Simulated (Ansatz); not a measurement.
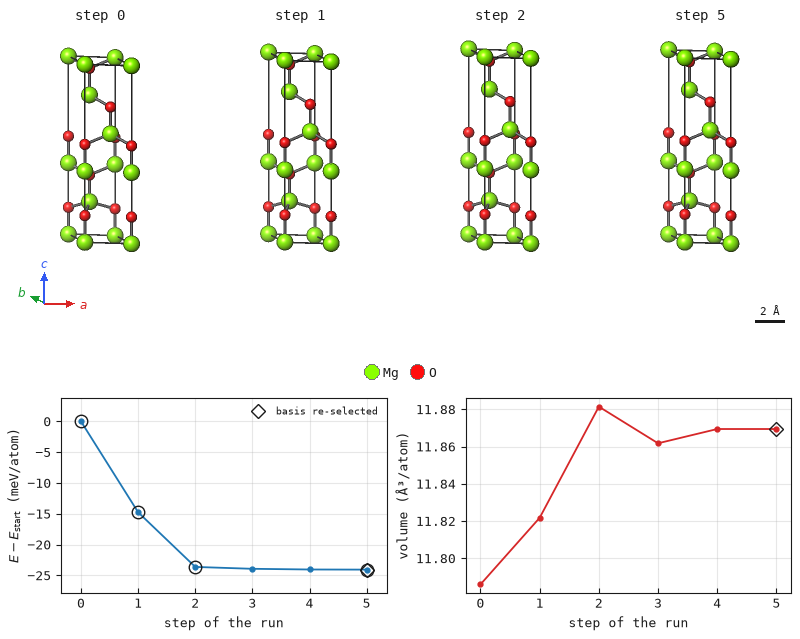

Frames of a relaxation of crystalline MgO (a generated structure, set up in P3m1), marked on the history of the run. A ball-and-stick model of the cell of the calculation, seen slightly off an axis.

Case: stacking ABACB.

All numbers below come from DFT r2SCAN, scalar-relativistic, plane waves, PAW in Ansatz 0.2.0. (plane-wave cutoff 500 eV; k-point mesh 9 × 9 × 2; occupations gaussian; smearing width 0.02 eV; no spin polarisation; cell and atoms relaxed; force threshold 0.01 eV/Å; at most 45 steps)

### What happens along the run?

The energy falls by 24.1 meV per atom in 4 accepted moves (5 points after the start). The largest force component goes from 1 to 0.0016 eV/Å. The pressure goes from 1.64 to 0.00 GPa. The SCF was repeated once at an unchanged geometry on a basis and grid sized afresh for the cell, which shifted the energy by less than 0.05 meV per atom at most. The largest move relative to the cell is that of a Mg atom, 0.034 Å along −c. Largest moves by element: Mg 0.034 Å, O 0.030 Å. The volume changes by +0.7 %, with a = b 3.289 → 3.243 Å (−1.4 %), c 12.583 → 13.034 Å (+3.6 %). Among the contacts that change: Mg–O 1.888 → 1.986 Å, Mg–O 2.000 → 1.972 Å. The space group stays P3m1 (No. 156). From step 0 to 1: a Mg atom moves most (0.02 Å), volume +0.3 %, energy −14.7 meV per atom. From step 1 to 2: volume +0.5 %, energy −8.9 meV per atom. From step 2 to 5: volume −0.1 %, energy −0.4 meV per atom.
